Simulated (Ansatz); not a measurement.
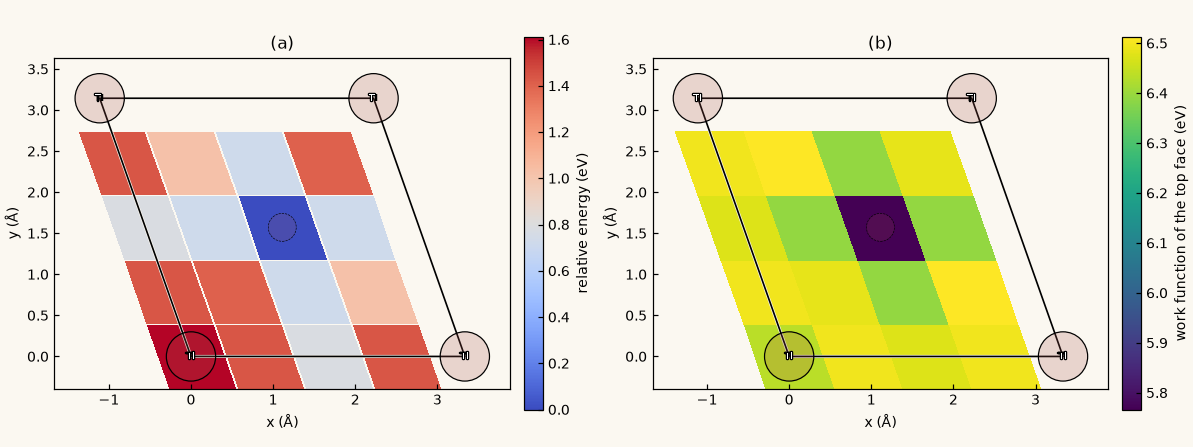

C on a Tl(110) slab cut from the Im-3m phase (3 atoms of substrate and one adsorbate in a 1 × 1 cell). One C atom a 1 × 1 cell is placed over a mesh of places on the rigid (1 1 0) surface, and only its height is relaxed. Places are given modulo a cell vector. The map is drawn in real space over the plane of the surface. Grid: 4 × 4 points. All energies are given in eV relative to the lowest grid point. With one adsorbate in each 1 × 1 cell, its nearest image is 3.3 Å away, so neighbouring adsorbates interact. These are results of DFT PBEsol, scalar-relativistic, plane waves, PAW (Ansatz 0.2.0), not measurements.

Panel (a) is the energy and panel (b) the computed work function of the top face on the same grid.

The picture shows one coloured cell a grid point, labelled circles for the atoms of the top layer and small ones for the second layer, the outline of one cell of the plane.

**How does the work function of the top face vary over the map, and what is it at the lowest grid point?**

It runs from 5.77 eV at a bridge site between two Tl atoms, over a second-layer Tl atom, (2/4, 2/4) of the cell vectors to 6.51 eV at (1/4, 3/4) of the cell vectors [nearest 1 Tl at 2.11 Å]. At the lowest grid point, a bridge site between two Tl atoms, over a second-layer Tl atom, (2/4, 2/4) of the cell vectors, it is 5.77 eV.
